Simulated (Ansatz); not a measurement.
System: PbS (rocksalt type before relaxing), space group R-3m, 2 atoms in the primitive cell, relaxed with r2SCAN; a = 4.267 Å, c = 10.239 Å (hexagonal axes). Starting point: PBE, Ansatz PAW set, no spin polarisation, no spin-orbit coupling, 4×4×4 k mesh, 420 eV cutoff, fixed occupations (Ansatz 0.2.0). Many-body step: G0W0 with empty bands 224, screening cutoff 150 eV and frequency treatment contour deformation.

In PBE the smallest gap over these k points is 0.34 eV, with direct gaps of 0.44 eV at Z, 0.47 eV at L and 2.21 eV at (0.25, 0.25, −0.50).

Q: What does G0W0 give?

A: Over the k points that were corrected, the smallest gap goes from 0.34 eV in PBE (L to Z) to 0.51 eV in G0W0 (L to Z), a change of +0.17 eV. Counted from the valence top, the lowest empty level moves by +0.17 eV at Z, +0.18 eV at L and +0.24 eV at (0.25, 0.25, −0.50); over the 5 points that were corrected the shifts run from +0.17 to +0.31 eV: a spread of 0.14 eV on a mean of 0.23 eV, so one scissor shift describes this level only roughly. Only two empty levels a point were corrected, so a higher one could drop under them. Down to 4.2 eV under the top, the filled levels keep their depth under the top to within 0.07 eV.

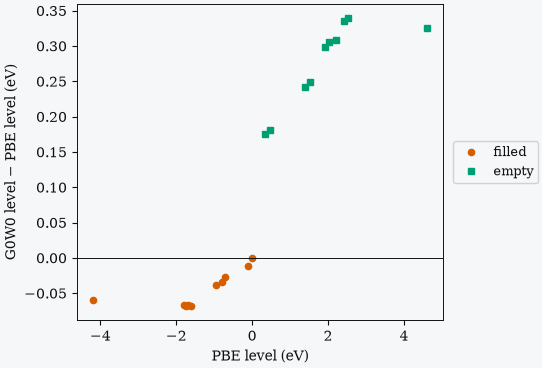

Change of each level from PBE to G0W0 against its PBE energy, both sets counted from their own valence top.

```csv
k point,PBE direct gap (eV),G0W0 direct gap (eV)
Z,0.44,0.63
L,0.47,0.65
"(0.25, 0.25, −0.50)",2.21,2.48
```

The k mesh is coarse (spacing up to 0.45 Å⁻¹), so the values aren't converged. The GW screening of so narrow a gap isn't settled on this k mesh. Spin-orbit coupling is left out, which matters for Pb. Bands, cutoffs and mesh are finite, so these values aren't at the basis limit.
